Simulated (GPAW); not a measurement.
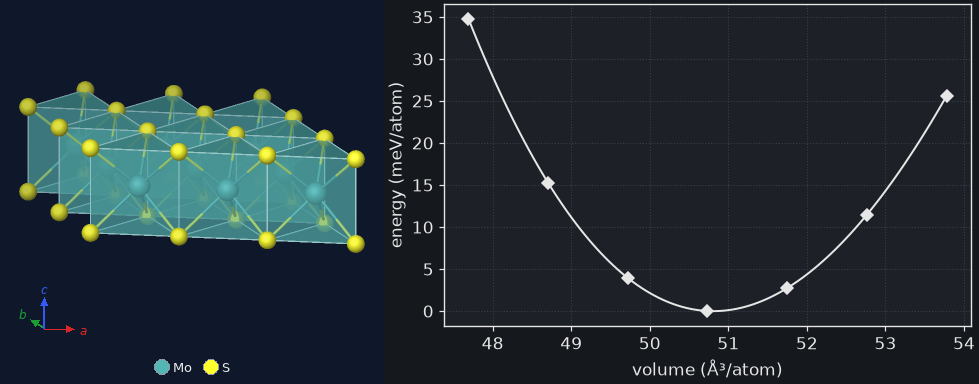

Plotted: energy against volume for MoS₂, space group P-6m2 (No. 187). The slab (repeated in the plane, vacuum cut away) is drawn beside the plot.

Structure:
```
Mo S
1.0
     3.18413    0.00000    0.00000
    -1.59206    2.75753    0.00000
     0.00000    0.00000   17.33460
Mo S
1 2
Direct
  0.00000 0.00000 0.00000
  0.33333 0.66667 0.91051
  0.33333 0.66667 0.08949
```

Computed with GPAW 26.7.0: PAW DFT in plane waves, on a grid or in atomic orbitals, no spin polarisation; energies at scaled volumes of the given cell, shape and fractions fixed, counted from the fit's minimum, third-order Birch-Murnaghan fit. Level: r2SCAN.

- k mesh: 8×8×2
- occupations: Fermi–Dirac
- smearing width: 0.05 eV
- potentials: GPAW PAW data sets (gpaw data 1.2.1)
- wave cutoff: 600 eV
- program settings: basis pw

This calculation gives: equilibrium volume 50.81 Å³/atom and bulk modulus 52.2 GPa.

Now the level changes from r2SCAN to LDA. What happens?

The equilibrium volume falls from 50.81 to 48.67 Å³/atom (−4.2 %) and the bulk modulus rises from 52.2 to 56.9 GPa (+9.0 %).

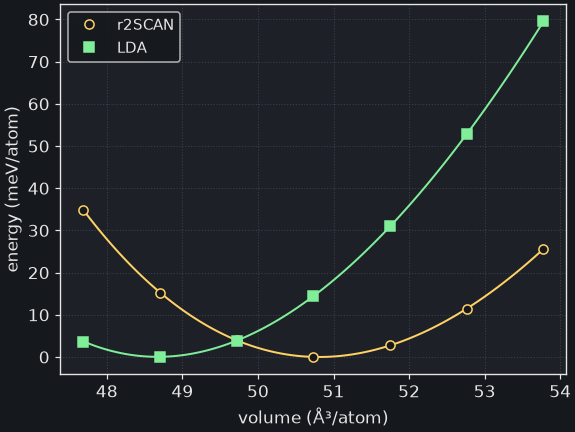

The two results together.

For r2SCAN, limits of the calculation: shape and atomic fractions are frozen while scaling, which makes layered, chain and framework solids too stiff.

For LDA, limits of the calculation: shape and atomic fractions are frozen while scaling, which makes layered, chain and framework solids too stiff.

V0 and the bulk modulus come from third-order Birch–Murnaghan fits.
